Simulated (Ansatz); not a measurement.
Zn8O9 (cell with a defect)

Input

```
accuracy: low
crystal:
  lattice:
    - [-3.2342, -5.601799, 0.0]
    - [4.8513, -2.800899, 0.0]
    - [0.0, 0.0, 5.1772]
  atoms:
    - { symbol: Zn, position: [0.5, 0.3333333, 0.0] }
    - { symbol: Zn, position: [0.5, 0.6666667, 0.5] }
    - { symbol: O, position: [0.5, 0.3333333, 0.3821] }
    - { symbol: O, position: [0.5, 0.6666667, 0.8821] }
    - { symbol: Zn, position: [0.25, 0.8333333, 0.0] }
    - { symbol: Zn, position: [0.25, 0.1666667, 0.5] }
    - { symbol: O, position: [0.25, 0.8333333, 0.3821] }
    - { symbol: O, position: [0.25, 0.1666667, 0.8821] }
    - { symbol: Zn, position: [0.0, 0.3333333, 0.0] }
    - { symbol: Zn, position: [0.0, 0.6666667, 0.5] }
    - { symbol: O, position: [0.0, 0.3333333, 0.3821] }
    - { symbol: O, position: [0.0, 0.6666667, 0.8821] }
    - { symbol: Zn, position: [0.75, 0.8333333, 0.0] }
    - { symbol: Zn, position: [0.75, 0.1666667, 0.5] }
    - { symbol: O, position: [0.75, 0.8333333, 0.3821] }
    - { symbol: O, position: [0.75, 0.1666667, 0.8821] }
    - { symbol: O, position: [0.3831511, 0.9214388, 0.6901347], spin: 1.0 }
magnetization:
  spin_polarized: true
basis:
  ecutwfc: 420.0
kpoints:
  mp_grid: { grid: [2, 2, 2] }
hamiltonian:
  xc: pbe
  pseudopotentials: { kind: paw, azcp: { folder: soft_1 } }
scf:
  occupations: { method: fermi_dirac, width: 0.02 }
  lower_state_search: "off"
relax:
  f_tol: 0.08
  max_steps: 25
  adjacent_minimum: "off"
output:
  write_density: true
  write_potential: true
  elf: true
  volumetric_format: npy
```

Run with:

```sh
ansatz run input.yaml --threads 2 --pin off --max-ram 5120MiB --backend cpu --events-out ev --progress --plain --runs-dir out
```

The fields are those of the run's last geometry, not of the input's.

PAW files of the earlier set (soft_1); spin-polarised.

The calculation used DFT PBE, scalar-relativistic, plane waves, PAW (Ansatz).

Core electrons are frozen (PAW), and the valence fields are smoothed inside the atomic spheres.

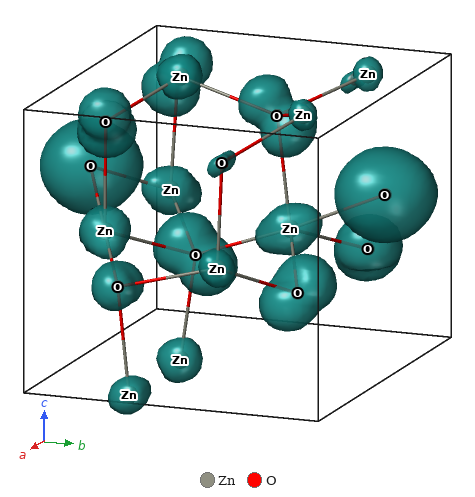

Figure 1. Isosurfaces of the spin density (up minus down) at +0.04 (teal) and −0.04 e/Å³ (pink), seen slightly off an axis. Sticks mark near contacts.

**Which atoms carry the moments, and with what signs?**

The spin density sits on O: +0.7 μB in one cell of 17 atoms, with smaller moments on Zn (up to +0.08 μB): with much of the spin spread outside that site. The cell of the calculation (17 atoms) carries 2.0 μB of net spin moment. Only one sign reaches the isovalue.

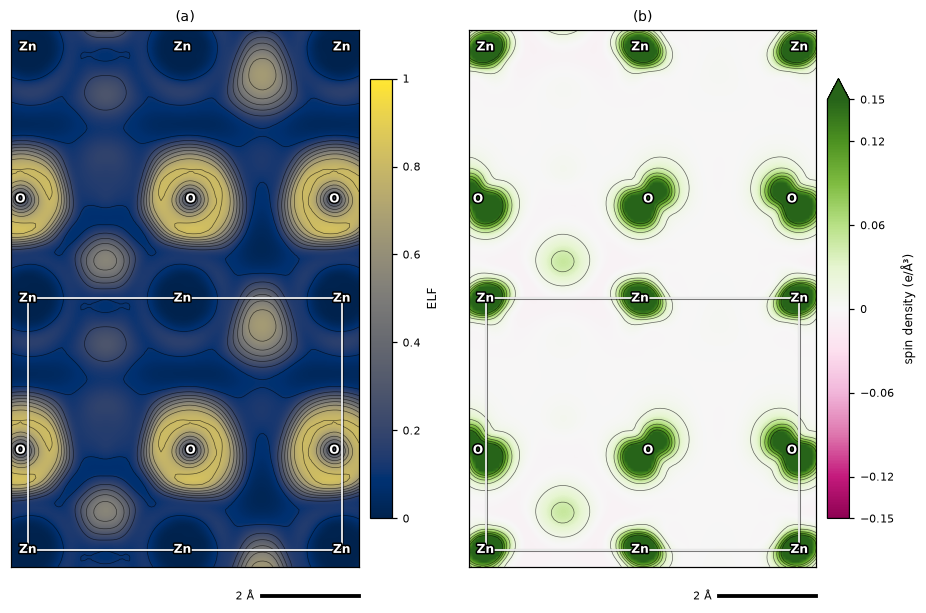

Figure 2. (a) electron localisation function; (b) spin density on the (010) plane of the calculation cell.

**Describe what can be read from this map.**

- The plane passes through Zn and O nuclei.
- Atoms just off the plane (Zn, 0.8 Å away and O, 0.9 Å away) can leave unmarked features too.
- Zn–O (2.05 Å): the ELF peaks at about 0.85 in the valence shell of O, 0.6 Å from its nucleus, and is about 0.20 at the midpoint: no localised pair shows between them.
